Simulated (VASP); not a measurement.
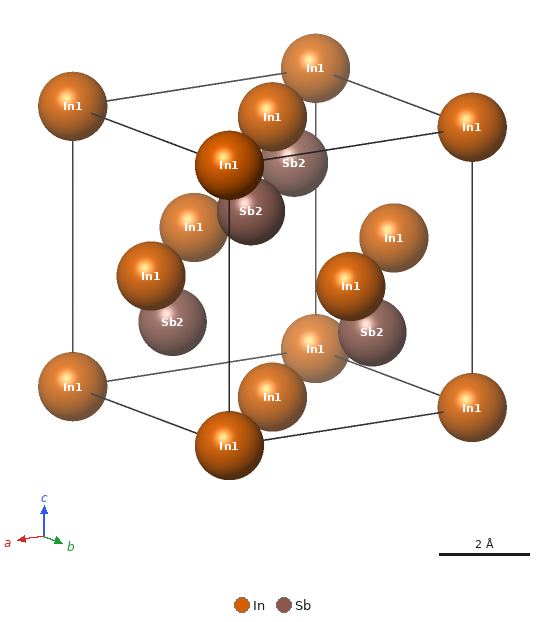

The input geometry of run A (spheres-only view of the cell 4 times as large as that of the calculation, set on its symmetry axes, seen at an oblique angle; atoms are numbered from 1 in the order of the input). An atom can appear more than once, as a periodic image.

## InSb: a changed input and its effect

System: InSb (F-43m, 2 atoms in the cell).
Method of run A: Kohn-Sham DFT of a periodic cell, LDA, VASP PAW LDA potentials, recommended, no spin polarisation (VASP 6.6.1).

The structure derives from an entry of the Crystallography Open Database. 

INCAR, run A:
```
SYSTEM = InSb
ALGO = Fast
EDIFF = 1E-6
ENCUT = 520
ISIF = 2
ISMEAR = -1
KPAR = 4
LASPH = .True.
LCHARG = .False.
LREAL = .False.
LWAVE = .False.
NELM = 80
PREC = Accurate
SIGMA = 0.05
```

KPOINTS, run A:
```
k-points
0
Gamma
  8 8 8
  0 0 0
```

POSCAR, run A:
```
InSb
1.0
    0.0000000000      3.2391000000      3.2391000000
    3.2391000000      0.0000000000      3.2391000000
    3.2391000000      3.2391000000      0.0000000000
In Sb
1 1
Direct
    0.0000000000      0.0000000000      0.0000000000
    0.2500000000      0.2500000000      0.2500000000
```

Launched with:
```bash
cat potpaw_LDA.64/In_d/POTCAR potpaw_LDA.64/Sb/POTCAR > POTCAR
mpirun -np 4 vasp_std > vasp.out
```

Hardware: 4 threads of Intel Xeon (Sapphire Rapids), 192 GiB of memory available, shared host.

OSZICAR and lines of OUTCAR (run A):
```
N       E                     dE             d eps       ncg     rms          rms(c)
DAV:   1     0.113281859722E+03    0.11328E+03   -0.80469E+03   754   0.140E+03
DAV:   2    -0.130662142664E+00   -0.11341E+03   -0.11062E+03   784   0.316E+02
DAV:   3    -0.812889953233E+01   -0.79982E+01   -0.79279E+01   964   0.907E+01
DAV:   4    -0.835799710571E+01   -0.22910E+00   -0.22901E+00   895   0.177E+01
DAV:   5    -0.836894275042E+01   -0.10946E-01   -0.10945E-01  1140   0.333E+00    0.431E+00
RMM:   6    -0.824256708771E+01    0.12638E+00   -0.15090E-01   856   0.477E+00    0.243E+00
RMM:   7    -0.821243332767E+01    0.30134E-01   -0.93842E-02   803   0.230E+00    0.531E-01
RMM:   8    -0.821029922186E+01    0.21341E-02   -0.14580E-02   889   0.187E+00    0.146E-01
RMM:   9    -0.821063987337E+01   -0.34065E-03   -0.46815E-03  1092   0.741E-01    0.136E-01
RMM:  10    -0.821075067849E+01   -0.11081E-03   -0.13900E-03  1204   0.462E-01    0.115E-01
RMM:  11    -0.821077178304E+01   -0.21105E-04   -0.17185E-04  1058   0.145E-01    0.219E-02
RMM:  12    -0.821077020110E+01    0.15819E-05   -0.48484E-05  1019   0.105E-01    0.115E-02
RMM:  13    -0.821077173990E+01   -0.15388E-05   -0.22028E-05  1087   0.440E-02    0.665E-03
RMM:  14    -0.821077219330E+01   -0.45340E-06   -0.38451E-06   559   0.254E-02
   1 F= -.82107722E+01 E0= -.82105157E+01  d E =-.513009E-03
[... from OUTCAR:]
  free energy    TOTEN  =        -8.21077219 eV
  energy without entropy =       -8.21025918  energy(sigma->0) =       -8.21051569
 E-fermi :   4.9387     XC(G=0):  -8.9937     alpha+bet :-10.2077
  free  energy   TOTEN  =        -8.2107721933 eV
  energy  without entropy=       -8.2102591847  energy(sigma->0) =       -8.21051569
```

For run B the input was changed thus:
```diff
-ALGO = Fast
+ALGO = Normal
+LMIXTAU = .True.
+METAGGA = R2SCAN
```

How does run B compare with run A?

The total energies belong to different methods, so their difference says nothing on which is more stable or more accurate. A gap of 0.24 eV opens on the mesh, where run A has none. The pressure goes from −0.45 to 1.70 GPa. The SCF takes 23 iterations against 14. On the same kind of shared host run B took about 3.6 times as long.

OSZICAR and lines of OUTCAR (run B):
```
N       E                     dE             d eps       ncg     rms          rms(c)
DAV:   1     0.710402463160E+02    0.71040E+02   -0.82721E+03   754   0.144E+03
DAV:   2    -0.434668395326E+02   -0.11451E+03   -0.11168E+03   769   0.323E+02
DAV:   3    -0.515920222396E+02   -0.81252E+01   -0.80367E+01   974   0.930E+01
DAV:   4    -0.518245858848E+02   -0.23256E+00   -0.23247E+00   909   0.176E+01
DAV:   5    -0.518367163198E+02   -0.12130E-01   -0.12130E-01  1119   0.335E+00    0.545E+00
DAV:   6    -0.487624538897E+02    0.30743E+01   -0.17132E+00   904   0.291E+01    0.292E+00
DAV:   7    -0.486640373889E+02    0.98417E-01   -0.52835E-01   789   0.108E+01    0.146E+00
DAV:   8    -0.487973641910E+02   -0.13333E+00   -0.37374E-01   774   0.700E+00    0.961E-01
DAV:   9    -0.487299693336E+02    0.67395E-01   -0.37677E-02   789   0.265E+00    0.630E-01
DAV:  10    -0.487397340177E+02   -0.97647E-02   -0.77187E-03   829   0.101E+00    0.103E+00
DAV:  11    -0.487489167186E+02   -0.91827E-02   -0.34224E-02   772   0.168E+00    0.332E-01
DAV:  12    -0.487509886435E+02   -0.20719E-02   -0.61021E-03   899   0.539E-01    0.232E-01
DAV:  13    -0.487515257301E+02   -0.53709E-03   -0.29331E-04   794   0.156E-01    0.274E-01
DAV:  14    -0.487510692371E+02    0.45649E-03   -0.16773E-04   784   0.103E-01    0.306E-01
DAV:  15    -0.487504898172E+02    0.57942E-03   -0.17741E-04   814   0.124E-01    0.427E-01
DAV:  16    -0.487478125472E+02    0.26773E-02   -0.13248E-02   769   0.150E+00    0.183E+00
DAV:  17    -0.487513479904E+02   -0.35354E-02   -0.50589E-03   754   0.748E-01    0.394E-01
DAV:  18    -0.487514575348E+02   -0.10954E-03   -0.23393E-04   854   0.217E-01    0.573E-02
DAV:  19    -0.487514435703E+02    0.13965E-04   -0.32695E-05   789   0.872E-02    0.418E-02
DAV:  20    -0.487514575541E+02   -0.13984E-04   -0.16615E-05   754   0.568E-02    0.242E-02
DAV:  21    -0.487514577821E+02   -0.22806E-06   -0.16189E-05   762   0.535E-02    0.113E-02
DAV:  22    -0.487514605913E+02   -0.28092E-05   -0.39172E-06   784   0.220E-02    0.712E-03
DAV:  23    -0.487514604478E+02    0.14353E-06   -0.81820E-07   532   0.878E-03
   1 F= -.48751460E+02 E0= -.48751355E+02  d E =-.209948E-03
[... from OUTCAR:]
  free energy    TOTEN  =       -48.75146045 eV
  energy without entropy =      -48.75125050  energy(sigma->0) =      -48.75135547
 E-fermi :   5.0807     XC(G=0):  -9.2441     alpha+bet :-10.2401
  free  energy   TOTEN  =       -48.7514604478 eV
  energy  without entropy=      -48.7512504994  energy(sigma->0) =      -48.75135547
```

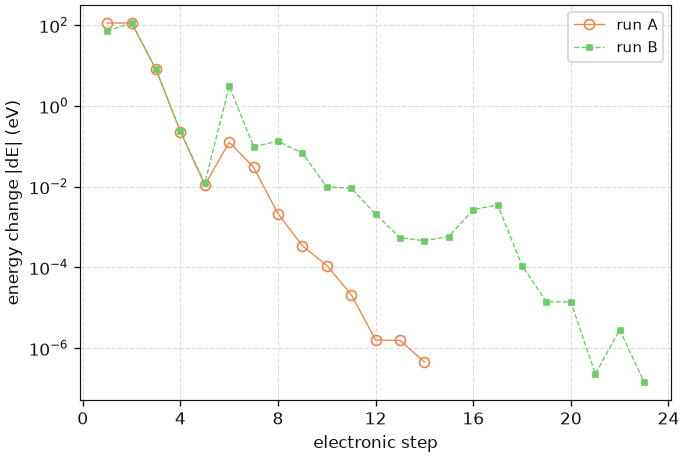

Convergence of the two runs: energy change |dE| against the electronic step. Run A takes 14 steps in all, and run B takes 23.

The two runs side by side:

```csv
quantity,run A,run B
outcome,converged,converged
free energy per atom (eV),−4.1054,−24.3757
gap on the mesh (eV),0.00,0.24
pressure (GPa),−0.45,1.70
largest force (eV/Å),0.000,0.000
SCF iterations,14,23
irreducible k-points,29,29
plane waves at Γ,1850,1850
```
